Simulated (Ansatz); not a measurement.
## GaCo in space group Pm-3m: the states at the Fermi level

The calculation's input:

```yaml
crystal:
  lattice:
    - [2.878, 0.0, 0.0]
    - [0.0, 2.878, 0.0]
    - [0.0, 0.0, 2.878]
  atoms:
    - { symbol: Ga, position: [0.5, 0.5, 0.5] }
    - { symbol: Co, position: [0.0, 0.0, 0.0], spin: 3.0 }
basis:
  ecutwfc: 420
kpoints:
  mp_grid: { grid: [14, 14, 14] }
hamiltonian:
  xc: lda
scf:
  occupations: { method: gaussian, width: 0.05 }
output:
  forces: true
  eigenvalues: true
  eigenstates:
    nscf_kmesh: { grid: [34, 34, 34] }
    top_band: c6
    de_dk: true
    localisation: true
  stress: true
  populations: true
checkpoint:
  write: ck
  compress: false
  write_wavefunctions: false
  write_every: 100000
magnetization:
  spin_polarized: true
```

Command:

```sh
ansatz run input.yaml --threads 1 --pin off --max-ram 3072MiB --backend cpu --events-out ev --progress --plain --runs-dir out
```

Theory: Ansatz, DFT LDA, scalar-relativistic, plane waves, PAW; levels and slopes on a dense k mesh at the converged density. Started with collinear moments, which vanished: the result is non-magnetic and both spins have the same bands. The levels come from a k mesh of 34×34×34 points. The geometry was not relaxed (residual pressure −13 GPa). Sheets, masses and frequencies are those of this strained cell.

Part 1: The sheets

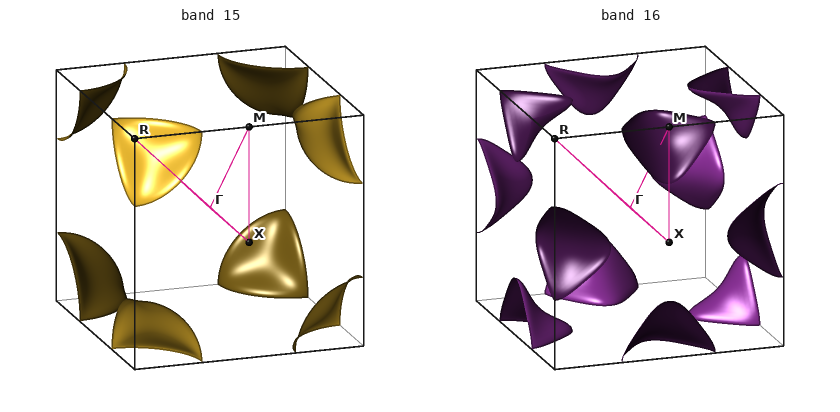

The figure shows the computed Fermi surface of this crystal. Each panel holds one band. The brighter face of a sheet looks towards empty states.

Q: What does each sheet look like, and where are the electron and hole pockets?

A: Two bands cross the Fermi level; this is a three-dimensional metal.

Band 15: one hole pocket centred at R (7.2 % of the zone).
Band 16: three electron pockets centred at M (each 2.4 % of the zone).
A pocket cut by a face of the zone is counted once with the part on the opposite face.

Part 2: Nesting

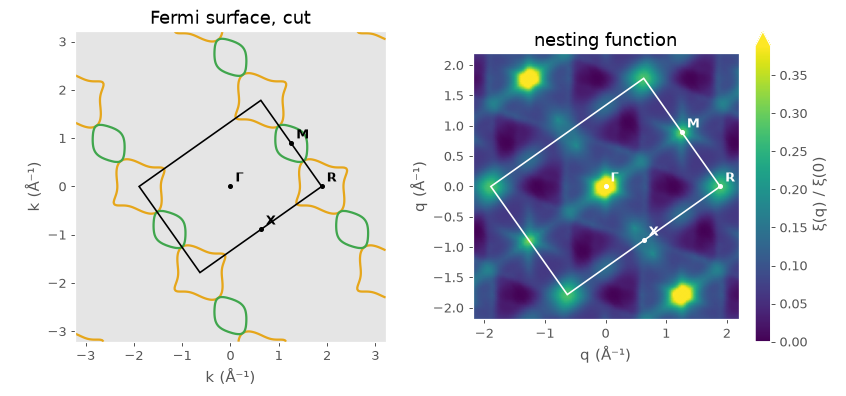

This crystal: a cut of the Fermi surface and the nesting function ξ(q) = Σ δ(ε_k) δ(ε_k+q) over all sheets (each δ a Gaussian as wide as the level changes between mesh points, at least 0.03 eV; heights depend on it), both in the plane through Γ, R and M.

Q: Where does the nesting function have its highest maximum apart from q = 0?

A: The highest maximum lies at M, at q = (0.00, −0.50, −0.50) in units of the primitive reciprocal vectors. It reaches 0.35 of the value at q = 0, against a mean of 0.09. A peak of ξ alone doesn't prove an instability there.

Part 3: Cuts and bands

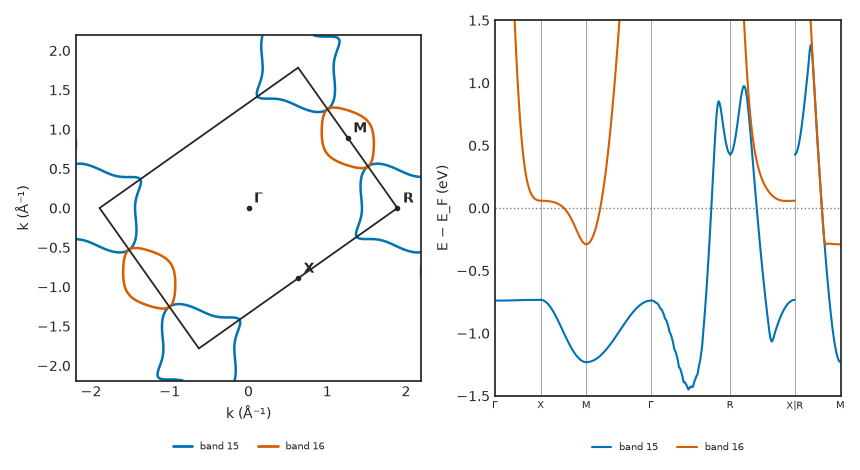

This crystal: cut through the Fermi surface in the plane through Γ, R and M, and the bands that cross the Fermi level.

Q: For each band, read its level at the labelled points (eV from the Fermi level).

A:
| band | Γ | R | M | X |
| --- | --- | --- | --- | --- |
| band 15 | −0.74 | +0.43 | −1.23 | −0.73 |
| band 16 | above | above | −0.29 | +0.06 |

Negative values are filled states; "above" and "below" lie outside the plotted window.

Part 4: Weight on the atoms

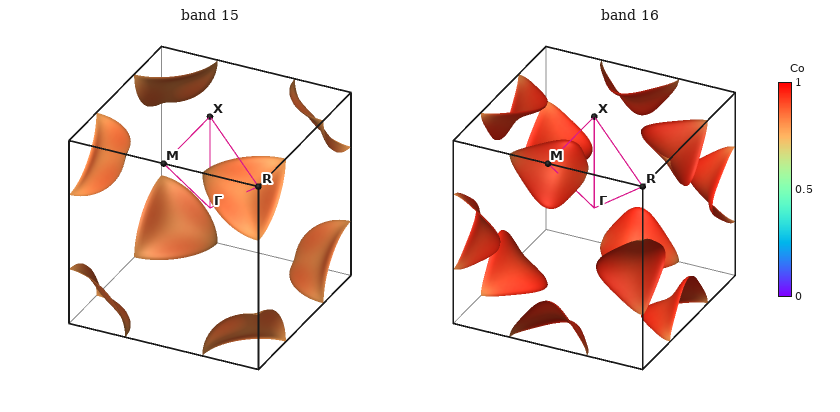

Fermi surface of this crystal, coloured by the weight of the states on Co (Voronoi cells).

Q: How much Co character do the sheets have, and what else?

A: Band 15: Co (82 %) and Ga (18 %). Band 16: Co (93 %).

Part 5: Speeds

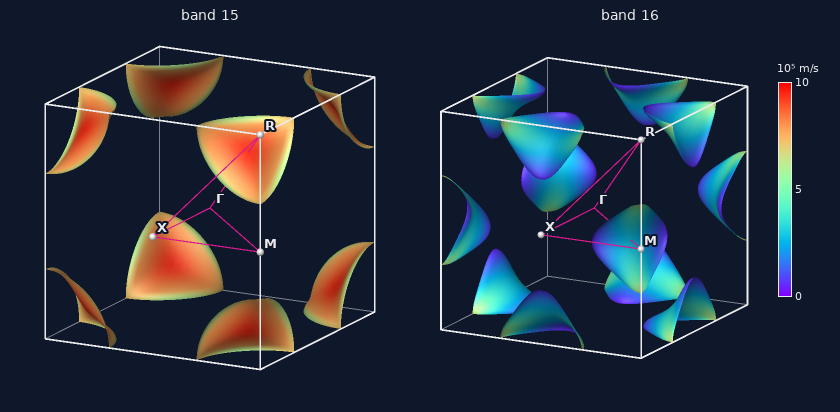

Fermi surface of this crystal, coloured by the Fermi speed.

Q: Give the range and mean of the Fermi speed for each band.

A: Band 15: 6.1 to 9.1 × 10⁵ m/s over most of the sheet, 7.8 × 10⁵ m/s on average over states. Band 16: 0.77 to 5.7 × 10⁵ m/s over most of the sheet, 2.0 × 10⁵ m/s on average over states.

Q: Which of these bands adds most to the density of states at the Fermi level?

A: Band 16, with 0.98 of 1.2 states/eV per cell.

Necks and pockets thinner than about two mesh steps aren't resolved, so separate pockets may in truth be joined.

Time for the whole run: 59 s on 1 thread of Arm Neoverse V1, on a shared host, peak memory 0.72 GiB.
